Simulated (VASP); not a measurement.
## Run report: SnTe, core levels calculation (part 2 of 3)

The same run, continued: SnTe (Fm-3m, 16 atoms in the cell); Kohn-Sham DFT of a periodic cell, LDA, VASP PAW LDA potentials, recommended, no spin polarisation (VASP 6.6.1); cutoff 520 eV, 4×4×4 k-mesh, methfessel-paxton of 0.1 eV. The structure derives from an entry of the Crystallography Open Database.

Geometry of the input (Å; fractional positions):
```
0.0000  6.3017  6.3017
6.3017  0.0000  6.3017
6.3017  6.3017  0.0000
Sn 0.0000  0.0000  0.0000
Sn -0.0000  0.0000  0.5000
Sn -0.0000  0.5000  0.0000
Sn -0.0000  0.5000  0.5000
Sn 0.5000  -0.0000  0.0000
Sn 0.5000  0.0000  0.5000
Sn 0.5000  0.5000  0.0000
Sn 0.5000  0.5000  0.5000
Te 0.2500  0.2500  0.2500
Te 0.2500  0.2500  0.7500
Te 0.2500  0.7500  0.2500
Te 0.2500  0.7500  0.7500
Te 0.7500  0.2500  0.2500
Te 0.7500  0.2500  0.7500
Te 0.7500  0.7500  0.2500
Te 0.7500  0.7500  0.7500
```

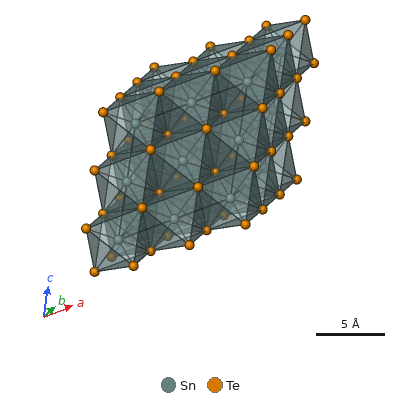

Fig. 1: The structure as given in the input (polyhedral view of the cell of the calculation, seen slightly off an axis; polyhedra are completed across the faces of the cell).

## Parts of OUTCAR, continued
```
 the core state eigenenergies are
   1-  1s -28900.8261  2s  -4416.2798  2p  -3977.6625  3s   -873.8308  3p   -729.8718
       3d   -509.6208  4s   -136.5174  4p    -91.1959
   2-  1s -28829.6763  2s  -4348.6262  2p  -3909.0197  3s   -830.1831  3p   -685.9357
       3d   -462.3928  4s   -122.2455  4p    -78.4364
   3-  1s -28829.6763  2s  -4348.6262  2p  -3909.0197  3s   -830.1831  3p   -685.9357
       3d   -462.3928  4s   -122.2455  4p    -78.4364
   4-  1s -28829.6763  2s  -4348.6262  2p  -3909.0197  3s   -830.1831  3p   -685.9357
       3d   -462.3928  4s   -122.2455  4p    -78.4364
   5-  1s -28829.6763  2s  -4348.6262  2p  -3909.0197  3s   -830.1831  3p   -685.9357
       3d   -462.3928  4s   -122.2455  4p    -78.4364
   6-  1s -28829.6763  2s  -4348.6262  2p  -3909.0197  3s   -830.1831  3p   -685.9357
       3d   -462.3928  4s   -122.2455  4p    -78.4364
   7-  1s -28829.6763  2s  -4348.6262  2p  -3909.0197  3s   -830.1831  3p   -685.9357
       3d   -462.3928  4s   -122.2455  4p    -78.4364
   8-  1s -28829.5655  2s  -4348.5197  2p  -3908.9124  3s   -830.0755  3p   -685.8281
       3d   -462.2857  4s   -122.1338  4p    -78.3238
   9-  1s -31424.7414  2s  -4815.3116  2p  -4328.3881  3s   -948.8407  3p   -789.9264
       3d   -548.0777  4s   -151.7777  4p   -102.3245  4d    -30.1346
  10-  1s -31424.8432  2s  -4815.4095  2p  -4328.4866  3s   -948.9354  3p   -790.0212
       3d   -548.1727  4s   -151.8673  4p   -102.4135  4d    -30.2217
  11-  1s -31424.8432  2s  -4815.4095  2p  -4328.4866  3s   -948.9354  3p   -790.0212
       3d   -548.1727  4s   -151.8673  4p   -102.4135  4d    -30.2217
  12-  1s -31424.8432  2s  -4815.4095  2p  -4328.4866  3s   -948.9354  3p   -790.0212
       3d   -548.1727  4s   -151.8673  4p   -102.4135  4d    -30.2217
  13-  1s -31424.8432  2s  -4815.4095  2p  -4328.4866  3s   -948.9354  3p   -790.0212
       3d   -548.1727  4s   -151.8673  4p   -102.4135  4d    -30.2217
  14-  1s -31424.8432  2s  -4815.4095  2p  -4328.4866  3s   -948.9354  3p   -790.0212
       3d   -548.1727  4s   -151.8673  4p   -102.4135  4d    -30.2217
  15-  1s -31424.8432  2s  -4815.4095  2p  -4328.4866  3s   -948.9354  3p   -790.0212
       3d   -548.1727  4s   -151.8673  4p   -102.4135  4d    -30.2217
  16-  1s -31424.7414  2s  -4815.3116  2p  -4328.3881  3s   -948.8407  3p   -789.9264
       3d   -548.0777  4s   -151.7777  4p   -102.3245  4d    -30.1346

 E-fermi :   6.9490     XC(G=0):  -9.7562     alpha+bet :-11.5607

 val. band max:        6.8619757518   @ k =   0.2500   0.2500   0.0000
 cond. band min:       7.0065400774   @ k =   0.5000   0.2500   0.0000
 fundamental gap:      0.1445643256
 Fermi energy:         6.9490431114

 k-point     1 :       0.0000    0.0000    0.0000
  band No.  band energies     occupation
      1     -24.8776      2.00000
      2     -24.8776      2.00000
      3     -24.8758      2.00000
      4     -24.8758      2.00000
      5     -24.8758      2.00000
      6     -15.0317      2.00000
      7     -15.0314      2.00000
      8     -15.0314      2.00000
      9     -15.0257      2.00000
     10     -15.0257      2.00000
     11     -15.0257      2.00000
     12     -15.0181      2.00000
     13     -15.0181      2.00000
     14     -15.0181      2.00000
     15     -15.0159      2.00000
     16     -15.0118      2.00000
     17     -15.0118      2.00000
     18     -15.0102      2.00000
     19     -15.0091      2.00000
     20     -15.0091      2.00000
     21     -15.0091      2.00000
     22     -15.0063      2.00000
     23     -15.0063      2.00000
     24     -15.0061      2.00000
     25     -15.0061      2.00000
     26     -15.0061      2.00000
     27     -15.0024      2.00000
     28     -15.0024      2.00000
     29     -15.0024      2.00000
     30     -14.9992      2.00000
     31     -14.9992      2.00000
     32     -14.9992      2.00000
     33     -14.9947      2.00000
     34     -14.9947      2.00000
     35     -14.9947      2.00000
     36     -14.9092      2.00000
     37     -14.9092      2.00000
     38     -14.8892      2.00000
     39     -14.8892      2.00000
     40     -14.8892      2.00000
     41      -6.1516      2.00000
     42      -4.8305      2.00000
     43      -4.8305      2.00000
     44      -4.8305      2.00000
     45      -4.7623      2.00000
     46      -4.5521      2.00000
     47      -4.5318      2.00000
     48      -4.5318      2.00000
     49      -2.7722      2.00000
     50      -1.6160      2.00000
     51      -1.6160      2.00000
     52      -1.6160      2.00000
     53      -0.3054      2.00000
     54       0.2106      2.00000
     55       0.2106      2.00000
     56       1.1229      2.00000
     57       1.1229      2.00000
     58       1.1229      2.00000
     59       1.8185      2.00000
     60       2.8944      2.00000
     61       2.8944      2.00000
     62       2.8944      2.00000
     63       3.0177      2.00000
     64       3.0177      2.00000
     65       3.0177      2.00000
     66       4.5614      2.00000
     67       4.5614      2.00000
     68       4.5614      2.00000
     69       4.8819      2.00000
     70       4.8819      2.00000
     71       4.9628      2.00000
     72       4.9628      2.00000
     73       4.9628      2.00000
     74       4.9860      2.00000
     75       4.9860      2.00000
     76       4.9860      2.00000
     77       6.3263      2.00000
     78       6.3263      2.00000
     79       6.3263      2.00000
     80       6.3485      2.00000
     81       6.7170      2.00497
     82       6.8101      2.06432
     83       6.8101      2.06432
     84       6.8101      2.06432
     85       6.8556      2.03378
     86       6.8556      2.03378
     87       6.8556      2.03378
     88       7.0965     -0.05756
     89       7.0965     -0.05756
     90       7.0965     -0.05756
     91       7.1118     -0.04360
     92       7.1118     -0.04360

 k-point     2 :       0.2500    0.0000    0.0000
  band No.  band energies     occupation
      1     -24.8776      2.00000
      2     -24.8776      2.00000
      3     -24.8758      2.00000
      4     -24.8758      2.00000
      5     -24.8758      2.00000
      6     -15.0304      2.00000
      7     -15.0304      2.00000
      8     -15.0296      2.00000
      9     -15.0263      2.00000
     10     -15.0263      2.00000
     11     -15.0242      2.00000
     12     -15.0199      2.00000
     13     -15.0172      2.00000
     14     -15.0171      2.00000
     15     -15.0171      2.00000
     16     -15.0126      2.00000
     17     -15.0126      2.00000
     18     -15.0097      2.00000
     19     -15.0087      2.00000
     20     -15.0082      2.00000
     21     -15.0082      2.00000
     22     -15.0064      2.00000
     23     -15.0064      2.00000
     24     -15.0062      2.00000
     25     -15.0057      2.00000
     26     -15.0057      2.00000
     27     -15.0032      2.00000
     28     -15.0021      2.00000
     29     -15.0021      2.00000
     30     -14.9998      2.00000
     31     -14.9998      2.00000
     32     -14.9987      2.00000
     33     -14.9958      2.00000
     34     -14.9958      2.00000
     35     -14.9955      2.00000
     36     -14.9094      2.00000
     37     -14.9094      2.00000
     38     -14.8892      2.00000
     39     -14.8892      2.00000
     40     -14.8892      2.00000
     41      -6.0202      2.00000
     42      -5.1236      2.00000
     43      -4.7972      2.00000
     44      -4.7972      2.00000
     45      -4.7552      2.00000
     46      -4.5886      2.00000
     47      -4.5874      2.00000
     48      -4.5874      2.00000
     49      -2.5977      2.00000
     50      -1.4266      2.00000
     51      -1.4266      2.00000
     52      -1.1800      2.00000
     53      -0.5630      2.00000
     54      -0.2206      2.00000
     55      -0.2206      2.00000
     56       1.1543      2.00000
     57       1.5545      2.00000
     58       1.5545      2.00000
     59       1.5547      2.00000
     60       3.0856      2.00000
     61       3.0856      2.00000
     62       3.1908      2.00000
     63       3.2074      2.00000
     64       3.3813      2.00000
     65       3.3813      2.00000
     66       3.8863      2.00000
     67       3.8863      2.00000
     68       3.9524      2.00000
     69       4.3800      2.00000
     70       4.3800      2.00000
     71       4.4378      2.00000
     72       4.6061      2.00000
     73       4.6061      2.00000
     74       4.8566      2.00000
     75       4.8566      2.00000
     76       5.0002      2.00000
     77       5.0426      2.00000
     78       5.4319      2.00000
     79       5.4319      2.00000
     80       6.1824      2.00000
     81       7.0947     -0.05910
     82       7.0947     -0.05910
     83       7.2527     -0.00015
     84       7.6418     -0.00000
     85       7.6418     -0.00000
     86       7.7318     -0.00000
     87       7.8248     -0.00000
     88       7.8248     -0.00000
     89       7.8823     -0.00000
     90       8.4692     -0.00000
     91       8.8063     -0.00000
     92       8.8063     -0.00000

 k-point     3 :       0.5000    0.0000    0.0000
  band No.  band energies     occupation
      1     -24.8776      2.00000
      2     -24.8776      2.00000
      3     -24.8758      2.00000
      4     -24.8758      2.00000
      5     -24.8758      2.00000
      6     -15.0282      2.00000
      7     -15.0282      2.00000
      8     -15.0280      2.00000
      9     -15.0280      2.00000
     10     -15.0247      2.00000
     11     -15.0247      2.00000
     12     -15.0206      2.00000
     13     -15.0206      2.00000
     14     -15.0149      2.00000
     15     -15.0149      2.00000
     16     -15.0148      2.00000
     17     -15.0148      2.00000
     18     -15.0088      2.00000
     19     -15.0088      2.00000
     20     -15.0070      2.00000
     21     -15.0070      2.00000
     22     -15.0068      2.00000
     23     -15.0068      2.00000
     24     -15.0052      2.00000
     25     -15.0050      2.00000
     26     -15.0041      2.00000
     27     -15.0041      2.00000
     28     -15.0039      2.00000
     29     -15.0039      2.00000
     30     -14.9984      2.00000
     31     -14.9984      2.00000
     32     -14.9982      2.00000
     33     -14.9982      2.00000
     34     -14.9973      2.00000
     35     -14.9971      2.00000
     36     -14.9095      2.00000
     37     -14.9095      2.00000
     38     -14.8893      2.00000
     39     -14.8893      2.00000
     40     -14.8893      2.00000
     41      -5.7005      2.00000
     42      -5.5811      2.00000
     43      -4.7171      2.00000
     44      -4.7052      2.00000
     45      -4.7052      2.00000
     46      -4.7014      2.00000
     47      -4.7014      2.00000
     48      -4.6497      2.00000
     49      -2.4256      2.00000
     50      -0.9087      2.00000
     51      -0.9087      2.00000
     52      -0.9071      2.00000
     53      -0.9071      2.00000
     54      -0.8852      2.00000
     55      -0.1188      2.00000
     56       0.0259      2.00000
     57       2.4597      2.00000
     58       2.4597      2.00000
     59       2.5678      2.00000
     60       2.5732      2.00000
     61       2.6178      2.00000
     62       2.6178      2.00000
     63       3.5416      2.00000
     64       3.5416      2.00000
     65       3.6930      2.00000
     66       3.6930      2.00000
     67       3.6934      2.00000
     68       3.6934      2.00000
     69       3.9496      2.00000
     70       3.9965      2.00000
     71       4.2588      2.00000
     72       4.2588      2.00000
     73       4.2616      2.00000
     74       4.2616      2.00000
     75       4.6720      2.00000
     76       4.6720      2.00000
     77       4.7209      2.00000
     78       4.7209      2.00000
     79       5.6560      2.00000
     80       5.6839      2.00000
     81       7.8338     -0.00000
     82       7.8338     -0.00000
     83       8.0877     -0.00000
     84       8.2777     -0.00000
     85       8.2956     -0.00000
     86       8.2956     -0.00000
     87       8.9719      0.00000
     88       8.9719      0.00000
     89       9.1670      0.00000
     90       9.2979      0.00000
     91       9.3366      0.00000
     92       9.3373      0.00000

 k-point     4 :       0.2500    0.2500    0.0000
  band No.  band energies     occupation
      1     -24.8776      2.00000
      2     -24.8776      2.00000
      3     -24.8758      2.00000
      4     -24.8758      2.00000
      5     -24.8758      2.00000
      6     -15.0311      2.00000
      7     -15.0293      2.00000
      8     -15.0288      2.00000
      9     -15.0257      2.00000
     10     -15.0257      2.00000
     11     -15.0252      2.00000
     12     -15.0182      2.00000
     13     -15.0180      2.00000
     14     -15.0180      2.00000
     15     -15.0176      2.00000
     16     -15.0140      2.00000
     17     -15.0117      2.00000
     18     -15.0096      2.00000
     19     -15.0086      2.00000
     20     -15.0080      2.00000
     21     -15.0080      2.00000
     22     -15.0067      2.00000
     23     -15.0065      2.00000
     24     -15.0061      2.00000
     25     -15.0053      2.00000
     26     -15.0053      2.00000
     27     -15.0026      2.00000
     28     -15.0021      2.00000
     29     -15.0021      2.00000
     30     -14.9998      2.00000
     31     -14.9998      2.00000
     32     -14.9997      2.00000
     33     -14.9967      2.00000
     34     -14.9967      2.00000
     35     -14.9947      2.00000
     36     -14.9094      2.00000
     37     -14.9094      2.00000
     38     -14.8893      2.00000
     39     -14.8893      2.00000
     40     -14.8892      2.00000
     41      -5.9770      2.00000
     42      -4.9551      2.00000
     43      -4.8898      2.00000
     44      -4.8898      2.00000
     45      -4.8357      2.00000
     46      -4.8241      2.00000
     47      -4.4898      2.00000
     48      -4.4767      2.00000
     49      -2.5370      2.00000
     50      -1.2814      2.00000
     51      -1.2814      2.00000
     52      -1.2803      2.00000
     53      -0.5742      2.00000
     54      -0.2991      2.00000
     55      -0.0643      2.00000
     56       1.1053      2.00000
     57       1.3197      2.00000
     58       1.3197      2.00000
     59       2.3078      2.00000
     60       2.5753      2.00000
     61       2.5753      2.00000
     62       3.1458      2.00000
     63       3.1458      2.00000
     64       3.3847      2.00000
     65       3.6385      2.00000
     66       3.6385      2.00000
     67       3.6696      2.00000
     68       4.0351      2.00000
     69       4.1721      2.00000
     70       4.2585      2.00000
     71       4.2585      2.00000
     72       4.7781      2.00000
     73       4.8493      2.00000
     74       4.8493      2.00000
     75       4.8548      2.00000
     76       5.5890      2.00000
     77       5.7199      2.00000
     78       5.8598      2.00000
     79       5.8598      2.00000
     80       5.9547      2.00000
     81       6.8620      2.01197
     82       6.8620      2.01197
     83       7.2703     -0.00005
     84       7.3553     -0.00000
     85       7.3613     -0.00000
     86       7.3613     -0.00000
     87       7.3638     -0.00000
     88       7.3843     -0.00000
     89       7.8653     -0.00000
     90       8.8041     -0.00000
     91       9.1025      0.00000
     92       9.2997      0.00000

 k-point     5 :       0.5000    0.2500    0.0000
  band No.  band energies     occupation
      1     -24.8776      2.00000
      2     -24.8776      2.00000
      3     -24.8758      2.00000
      4     -24.8758      2.00000
      5     -24.8757      2.00000
      6     -15.0299      2.00000
      7     -15.0275      2.00000
      8     -15.0271      2.00000
      9     -15.0266      2.00000
     10     -15.0251      2.00000
     11     -15.0225      2.00000
     12     -15.0218      2.00000
     13     -15.0201      2.00000
     14     -15.0169      2.00000
     15     -15.0164      2.00000
     16     -15.0153      2.00000
     17     -15.0126      2.00000
     18     -15.0088      2.00000
     19     -15.0083      2.00000
     20     -15.0074      2.00000
     21     -15.0073      2.00000
     22     -15.0072      2.00000
     23     -15.0065      2.00000
     24     -15.0063      2.00000
     25     -15.0043      2.00000
     26     -15.0036      2.00000
     27     -15.0034      2.00000
     28     -15.0031      2.00000
     29     -15.0019      2.00000
     30     -15.0000      2.00000
     31     -14.9995      2.00000
     32     -14.9991      2.00000
     33     -14.9989      2.00000
     34     -14.9983      2.00000
     35     -14.9957      2.00000
     36     -14.9096      2.00000
     37     -14.9096      2.00000
     38     -14.8894      2.00000
     39     -14.8894      2.00000
     40     -14.8892      2.00000
     41      -5.6940      2.00000
     42      -5.3691      2.00000
     43      -5.0908      2.00000
     44      -4.8754      2.00000
     45      -4.8714      2.00000
     46      -4.6121      2.00000
     47      -4.5223      2.00000
     48      -4.4930      2.00000
     49      -2.3999      2.00000
     50      -1.0794      2.00000
     51      -0.9011      2.00000
     52      -0.8194      2.00000
     53      -0.7813      2.00000
     54      -0.4848      2.00000
     55      -0.2821      2.00000
```
